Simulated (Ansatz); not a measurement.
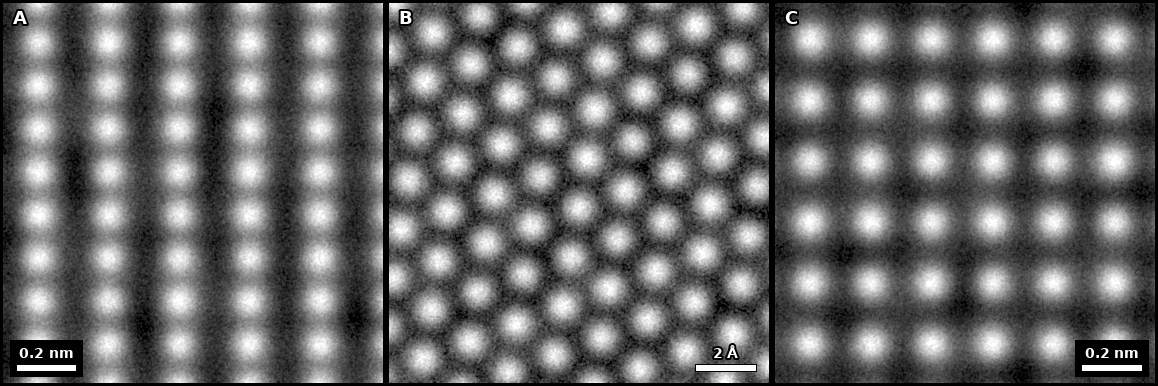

Three views of Ge (Fm-3m, No. 225) along different zone axes. Simulated as the projected potential of neutral atoms (B = 0.5 Å²) blurred by a 0.70 Å probe, the thin-sample limit of integrated differential phase contrast. The display is stretched by a gamma of 0.65; percentages refer to the linear signal. Shot noise and the speckle of an amorphous layer were added. Structure: the input geometry of an electronic-structure calculation (not necessarily at equilibrium); the starting structure was generated, so it need not be a known form of this composition.

Space group Fm-3m (No. 225). a = 4.169 Å, b = 4.169 Å, c = 4.169 Å, α = 90.00°, β = 90.00°, γ = 90.00°
```csv
atom,site,symmetry,x,y,z
Ge,4a,m-3m,0.0000,0.0000,0.0000
```

Match the panels to the zone axes [001], [111] and [211].

A is [211]: projected cell 1.47 × 2.41 Å, 90°, plane group p2mm. B is [111]: projected cell 1.70 × 1.70 Å, 120°, plane group p6mm. C is [001]: projected cell 2.08 × 2.08 Å, 90°, plane group p4mm.
